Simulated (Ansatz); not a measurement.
# Ga$_{2}$O$_{3}$: what the fields show

Input

```
crystal:
  lattice:
    - [1.3867400383, -4.6200514969, 0.0]
    - [1.3867400383, 4.6200514969, 0.0]
    - [0.0, 0.0, 7.1967515757]
  atoms:
    - { symbol: Ga, position: [0.2470095454, 0.7529904546, 0.75] }
    - { symbol: Ga, position: [0.7529904546, 0.2470095454, 0.25] }
    - { symbol: Ga, position: [0.0, 0.0, 0.0] }
    - { symbol: Ga, position: [0.0, 0.0, 0.5] }
    - { symbol: O, position: [0.3632528224, 0.6367471776, 0.4239322868] }
    - { symbol: O, position: [0.6367471776, 0.3632528224, 0.5760677132] }
    - { symbol: O, position: [0.6367471776, 0.3632528224, 0.9239322868] }
    - { symbol: O, position: [0.3632528224, 0.6367471776, 0.0760677132] }
    - { symbol: O, position: [0.1067657341, 0.8932342659, 0.25] }
    - { symbol: O, position: [0.8932342659, 0.1067657341, 0.75] }
basis:
  ecutwfc: 500
kpoints:
  mp_grid: { grid: [8, 8, 4] }
hamiltonian:
  xc: r2scan
scf:
  occupations: { method: gaussian, width: 0.05 }
output:
  forces: true
  stress: true
  eigenvalues: true
  write_density: true
  write_potential: true
  elf: true
  volumetric_format: npy
```

Launched as:

```sh
ansatz run input.yaml --threads 2 --pin off --max-ram 5120MiB --backend cpu --events-out ev --progress --plain --runs-dir out
```

Below, planes, directions and counts refer to the conventional cell (a = 2.77 Å, b = 9.24 Å, c = 7.20 Å, α = 90.00°, β = 90.00°, γ = 90.00°).

Space group Cmcm; a structure from a database of computed crystals, not necessarily the ambient phase.

Theory: DFT r2SCAN, scalar-relativistic, plane waves, PAW (Ansatz).

In a PAW calculation such maps are meaningful between the atoms, not at the nuclei.

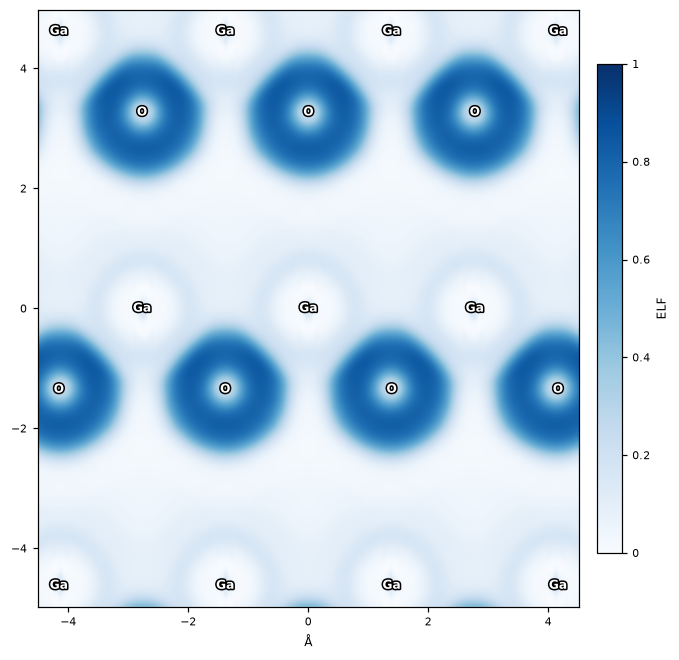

Figure 1. Electron localisation function on the (001) plane of the conventional cell.

Describe what can be read from this map.

Answer.
- The section cuts through Ga and O sites.
- Ga–O (1.94 Å): the ELF peaks at about 0.85 in the valence shell of O, 0.6 Å from its nucleus, and is about 0.35 at the midpoint.

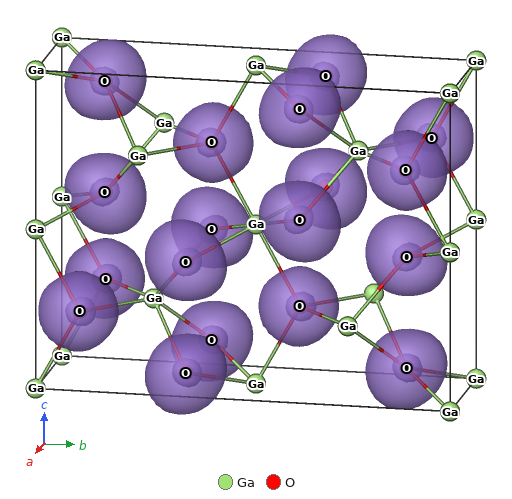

Figure 2. Isosurface of the electron localisation function at 0.65 (purple), seen slightly off an axis. Core shells and regions of very low density are left out. Sticks mark near contacts.

Where are the electrons localised?

Answer. The ELF exceeds this value in twelve regions wrapped around O (the valence shell of each), counted in one cell of 20 atoms. Regions shared between cells count once. Along the contacts the grid gives the following. Ga–O (2.05 Å): the ELF peaks at about 0.85 in the valence shell of O, 0.6 Å from its nucleus, and is about 0.30 at the midpoint: no localised pair shows between them.

Metal or insulator at this level of theory?

Answer. It is gapped, with a Kohn–Sham gap of 2.3 eV on the k-point mesh (the band edges may lie off the mesh, which would make the gap smaller).
